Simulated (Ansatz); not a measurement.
**Ge: a changed input and its effect**

System: Ge (2 atoms in the cell).
Method of run 1: DFT, PBEsol, PAW with Ansatz's default frozen-core files, scalar-relativistic, no spin polarisation (Ansatz 0.2.0).

Its volume is 0.55 times that of the source entry. Text and figures count atoms from 1; the logs count them from 0 in places.

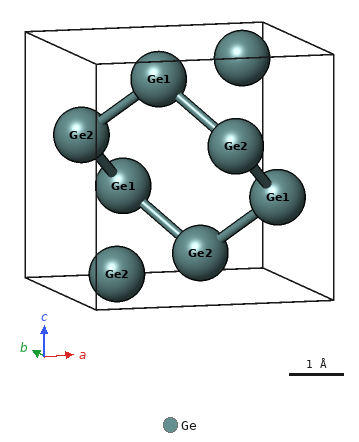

The input geometry (ball-and-stick view of the cell 4 times as large as that of the calculation, set on its symmetry axes, seen slightly off an axis; atoms are numbered from 1 in the order of the input).

The input, run 1:
```yaml
crystal:
  lattice:
    - [0.0, 2.3251937165, 2.3251937165]
    - [2.3251937165, 0.0, 2.3251937165]
    - [2.3251937165, 2.3251937165, 0.0]
  atoms:
    - { symbol: Ge, position: [-0.125, -0.125, -0.125] }
    - { symbol: Ge, position: [0.125, 0.125, 0.125] }
kpoints:
  mp_grid: { grid: [13, 13, 13] }
scf:
  occupations: { method: fermi_dirac, width: 0.05 }
hamiltonian:
  xc: pbesol
  pseudopotentials: { kind: paw }
output:
  forces: true
  stress: true
  eigenvalues: true
  populations: true
```

Launched with:
```bash
ansatz run input.yaml --threads 1 --pin off --max-ram 2048MiB --backend cpu --events-out ev --progress --plain --runs-dir out
```

Hardware: 1 thread of Intel Xeon (Granite Rapids), 32 GiB of memory available, shared host.

Output, shortened to warnings, some set-up lines, iterations and results (run 1):
```
Basis set: ecut = 420 eV, 531 PW (Γ), exchange–correlation on 48×48×48 points (8 copies of the dense FFT grid, shifted against one another)
Symmetry: 48 space group operations
k-points: 84 of 2197
Initial density: superposition of atomic densities (neutral atoms: chi_scale 0, normalization atom), corrected by the library's trained network
[...]
SCF iter   1: F=—  HF=-8501.162294 eV  |F-HF|=—  |Δ(HF+E_count)|=         —  Δρ=5.14e-3  dr2=3.05e-3  ethr=1.77e-3  ⟨swp⟩=5.7  Hψ=7075  notcnv=0
SCF iter   2: F=—  HF=-8501.161922 eV  |F-HF|=—  |Δ(HF+E_count)|=   3.72e-4  Δρ=2.63e-3  dr2=1.46e-3  ethr=1.09e-5  ⟨swp⟩=2.1  Hψ=3117  notcnv=0
SCF iter   3: F=—  HF=-8501.161690 eV  |F-HF|=—  |Δ(HF+E_count)|=   2.32e-4  Δρ=1.26e-3  dr2=3.83e-4  ethr=5.22e-6  ⟨swp⟩=1.0  Hψ=1512  notcnv=0
SCF iter   4: F=—  HF=-8501.161590 eV  |F-HF|=—  |Δ(HF+E_count)|=   1.00e-4  Δρ=3.34e-4  dr2=1.72e-5  ethr=1.37e-6  ⟨swp⟩=2.8  Hψ=2538  notcnv=0
SCF iter   5: F=—  HF=-8501.161598 eV  |F-HF|=—  |Δ(HF+E_count)|=   8.08e-6  Δρ=3.56e-5  dr2=2.23e-7  ethr=6.13e-8  ⟨swp⟩=2.7  Hψ=2452  notcnv=0
SCF iter   6: F=-8501.161598 eV  HF=-8501.161598 eV  |F-HF|=1.27e-8  |Δ(HF+E_count)|=   2.43e-7  Δρ=9.59e-6  dr2=9.45e-9  ethr=3.57e-10  ⟨swp⟩=4.9  Hψ=5882  notcnv=0
SCF 1 converged in 6 iterations: F = -8501.161598 eV  dr2 = 9.45e-9
SCF converged after 6 iterations
Free energy (F): -8501.161598 eV
Harris-Foulkes:  -8501.161598 eV  (|F-HF|=1.27e-8)
Internal energy: -8501.159419 eV  (E = F + TS)
E sigma→0 (E₀):  -8501.160508 eV
Entropy (-TS):   -0.002179 eV (-1.090 meV/atom)
Fermi energy:    18.591915 eV
--- Per-component energies (eV) ---
  E_band       = -64.527304
  E_kinetic    = 248.193124
  E_local      = -4031.909854  (includes V_loc(G=0)·N_el)
  E_nonlocal   = 850.081598
  E_hartree    = 1821.327023
  E_xc         = -162.262876
  E_vxc        = -145.247456  (∫ρ·V_xc dr)
  E_paw        = -3959.165360  (= ΣΔE_a)
  E_vpaw       = -628.301805  (= ΣTr[D̂ρ^β])
  E_aug_tail   = 0.000810  (compensation charges beyond the density's cutoff)
  E_ewald      = -3269.259758
  E_core_change = 1.835872  (= ΣΔE_core)
  E_smearing   = -0.002179  (= −TS)
  E_closure    = -0.000000  (closes the sum)
  Σ components = -8501.161598   (vs F -8501.161598, Δ=0.00e0)
--- Forces (eV/Å), atoms counted from 1 ---
  atom   1  Ge     0.00000000    -0.00000000    -0.00000000
  atom   2  Ge     0.00000000    -0.00000000    -0.00000000
  max |Σ_I F_I| component: 1.02e-16 eV/Å
--- Stress (GPa, compression-positive) ---
      155.080571       0.000000       0.000000
       -0.000000     155.080571       0.000000
       -0.000000      -0.000000     155.080571
  P = ⅓ Tr σ = 155.0806 GPa (1550.806 kbar)
--- Löwdin populations: 2 sites ---
  site symbol       q [e]
     0     Ge     13.9764
     1     Ge     13.9764
  spilling = 0.001684 (of n_electrons = 28.000000)
```

For run 2 the input was changed thus:
```diff
+  write_density: true
+  write_potential: true
+  elf: true
+  volumetric_format: npy
+basis:
+  ecutwfc: "600 eV"
+accuracy: low
```

What does this change do to the results?

The free energy of run 2 is 1.7 meV per atom lower, which measures how much it depends on this numerical setting. More plane waves can only lower the energy of a fixed Hamiltonian, so the higher cutoff gives the lower value. The number of SCF iterations is the same. The plane waves at Γ go from 531 to 869.

Output, shortened to warnings, some set-up lines, iterations and results (run 2):
```
Basis set: ecut = 600 eV, 869 PW (Γ), exchange–correlation on 54×54×54 points (8 copies of the dense FFT grid, shifted against one another)
Symmetry: 48 space group operations
k-points: 84 of 2197
Initial density: superposition of atomic densities (neutral atoms: chi_scale 0, normalization atom), corrected by the library's trained network
[...]
SCF iter   1: F=—  HF=-8501.165942 eV  |F-HF|=—  |Δ(HF+E_count)|=         —  Δρ=5.09e-3  dr2=3.02e-3  ethr=1.77e-3  ⟨swp⟩=5.7  Hψ=7056  notcnv=0
SCF iter   2: F=—  HF=-8501.165367 eV  |F-HF|=—  |Δ(HF+E_count)|=   5.76e-4  Δρ=2.57e-3  dr2=1.49e-3  ethr=1.08e-5  ⟨swp⟩=2.0  Hψ=3240  notcnv=0
SCF iter   3: F=—  HF=-8501.165130 eV  |F-HF|=—  |Δ(HF+E_count)|=   2.37e-4  Δρ=1.33e-3  dr2=4.54e-4  ethr=5.31e-6  ⟨swp⟩=1.0  Hψ=1512  notcnv=0
SCF iter   4: F=—  HF=-8501.165012 eV  |F-HF|=—  |Δ(HF+E_count)|=   1.18e-4  Δρ=3.11e-4  dr2=1.43e-5  ethr=1.62e-6  ⟨swp⟩=2.0  Hψ=1842  notcnv=0
SCF iter   5: F=—  HF=-8501.165015 eV  |F-HF|=—  |Δ(HF+E_count)|=   3.44e-6  Δρ=3.28e-5  dr2=1.65e-7  ethr=5.10e-8  ⟨swp⟩=2.7  Hψ=2616  notcnv=0
SCF iter   6: F=-8501.165015 eV  HF=-8501.165015 eV  |F-HF|=7.60e-9  |Δ(HF+E_count)|=   2.26e-7  Δρ=8.33e-6  dr2=8.58e-9  ethr=3.57e-10  ⟨swp⟩=7.8  Hψ=9103  notcnv=0
SCF 1 converged in 6 iterations: F = -8501.165015 eV  dr2 = 8.58e-9
SCF converged after 6 iterations
Free energy (F): -8501.165015 eV
Harris-Foulkes:  -8501.165015 eV  (|F-HF|=7.60e-9)
Internal energy: -8501.162834 eV  (E = F + TS)
E sigma→0 (E₀):  -8501.163925 eV
Entropy (-TS):   -0.002182 eV (-1.091 meV/atom)
Fermi energy:    18.590707 eV
--- Per-component energies (eV) ---
  E_band       = -64.626164
  E_kinetic    = 248.146911
  E_local      = -4032.095327  (includes V_loc(G=0)·N_el)
  E_nonlocal   = 850.382730
  E_hartree    = 1821.486845
  E_xc         = -162.246397
  E_vxc        = -145.226829  (∫ρ·V_xc dr)
  E_paw        = -3959.413854  (= ΣΔE_a)
  E_vpaw       = -628.810304  (= ΣTr[D̂ρ^β])
  E_aug_tail   = 0.000144  (compensation charges beyond the density's cutoff)
  E_ewald      = -3269.259758
  E_core_change = 1.835872  (= ΣΔE_core)
  E_smearing   = -0.002182  (= −TS)
  E_closure    = -0.000000  (closes the sum)
  Σ components = -8501.165015   (vs F -8501.165015, Δ=0.00e0)
--- Forces (eV/Å), atoms counted from 1 ---
  atom   1  Ge     0.00000000    -0.00000000     0.00000000
  atom   2  Ge     0.00000000     0.00000000     0.00000000
  max |Σ_I F_I| component: 9.25e-17 eV/Å
--- Stress (GPa, compression-positive) ---
      155.005867      -0.000000       0.000000
        0.000000     155.005867      -0.000000
        0.000000       0.000000     155.005867
  P = ⅓ Tr σ = 155.0059 GPa (1550.059 kbar)
--- Löwdin populations: 2 sites ---
  site symbol       q [e]
     0     Ge     13.9764
     1     Ge     13.9764
  spilling = 0.001684 (of n_electrons = 28.000000)
```

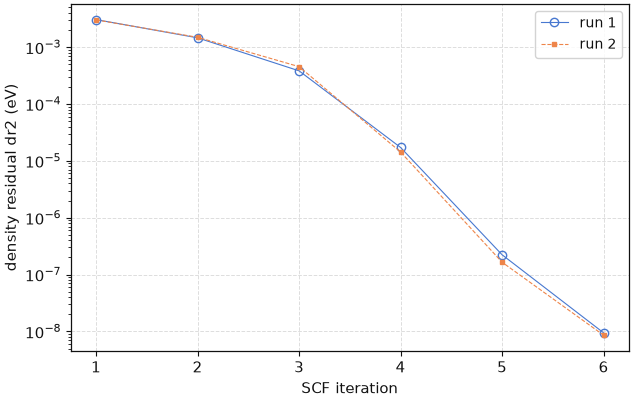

Convergence of the two runs: density residual dr2 against the SCF iteration. Run 1 takes 6 iterations in all, and run 2 takes 6.

The two runs side by side:

| quantity | run 1 | run 2 |
| --- | --- | --- |
| outcome | converged | converged |
| free energy per atom (eV) | −4250.5808 | −4250.5825 |
| energy per atom, smearing taken to zero (eV) | −4250.5803 | −4250.5820 |
| pressure (GPa) | 155.08 | 155.01 |
| largest force (eV/Å) | 0.000 | 0.000 |
| SCF iterations | 6 | 6 |
| irreducible k-points | 84 | 84 |
| plane waves at Γ | 531 | 869 |
| wall time (shared host) | 1.3 s | 1.9 s |

For run 1: The cell is under a pressure of 155 GPa at this level, so it is not at its equilibrium volume. For run 2: These settings are looser than, or depart from, a standard set-up, so the numbers are not reference values for this system. The input asks for low accuracy.
